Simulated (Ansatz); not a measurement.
Input file:

```
crystal:
  lattice:
    - [-1.83599163, 1.83599163, 1.67940402]
    - [1.83599163, -1.83599163, 1.67940402]
    - [1.83599163, 1.83599163, -1.67940402]
  atoms:
    - { symbol: Mg, position: [0.0, 0.0, 0.0] }
basis:
  ecutwfc: 420
  fft_grid_basis: typed
kpoints:
  mp_grid: { grid: [14, 14, 14] }
hamiltonian:
  xc: pbe
  pseudopotentials: { kind: paw }
scf:
  occupations: { method: gaussian, width: 0.05 }
output:
  forces: true
  stress: true
  eigenvalues: true
  bader: true
  write_density: true
  volumetric_format: npy
  elf: true
```

Launched as:

```sh
ansatz run input.yaml --threads 1 --pin off --max-ram 2560MiB --backend cpu --events-out ev --progress --plain --runs-dir out
```

The picture shows the conventional cell (a = 3.67 Å, b = 3.67 Å, c = 3.36 Å, α = 90.00°, β = 90.00°, γ = 90.00°).

Space group I4/mmm. This isn't the usual form at ambient conditions. The cell comes from a database of computed structures, not from a measurement.

These are results of Ansatz 0.2.0, DFT PBE, scalar-relativistic, plane waves, PAW, not measurements.

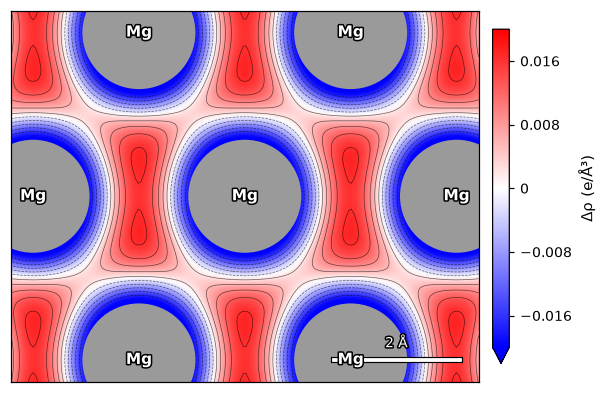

Mg. Deformation density (self-consistent density less superposed neutral spherical atoms): a map on the (110) plane of the conventional cell, with grey discs over the atomic cores. Cores are masked to 0.9 Å (Mg).

Core electrons are frozen (PAW), so the fields are smoothed inside the atomic spheres.

Read the map: where is density gained and where lost?

Answer. Mg–Mg (3.09 Å): Δρ is about zero at the midpoint.
- Over the whole cell, outside the masked cores, the largest gain, 0.018 e/Å³, lies 1.9 Å from a magnesium nucleus, and the largest loss lies at the edge of the masked core of Mg.
- The rearranged charge, half the integral of |Δρ|, is about 0.13 e an atom.
